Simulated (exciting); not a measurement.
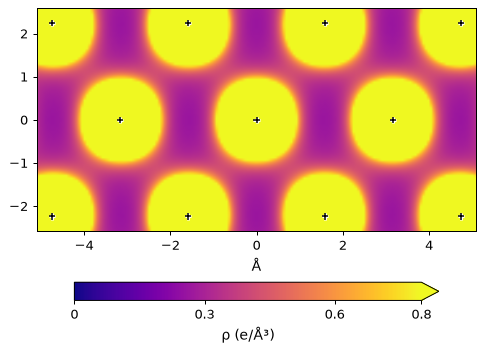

The electron density on a plane through atoms (crosses mark nuclei in the plane).

All numbers below come from Kohn-Sham DFT of a periodic cell, PBEsol, all-electron LAPW+lo, shipped species files in exciting sodium.

Candidates:
A. MnO, a = 4.45 Å, b = 4.45 Å, c = 4.45 Å, α = 90.00°, β = 90.00°, γ = 90.00°. Space group Fm-3m; a structure from a database of computed crystals, not necessarily the ambient phase; spin-polarised.
B. W, a = 3.16 Å, b = 3.16 Å, c = 3.16 Å, α = 90.00°, β = 90.00°, γ = 90.00°. Space group Im-3m.

Which candidate gave the map?

Candidate B: W on the (110) plane of the conventional cell, which holds W. W–W (2.74 Å): ρ at the midpoint is about 0.42 e/Å³.
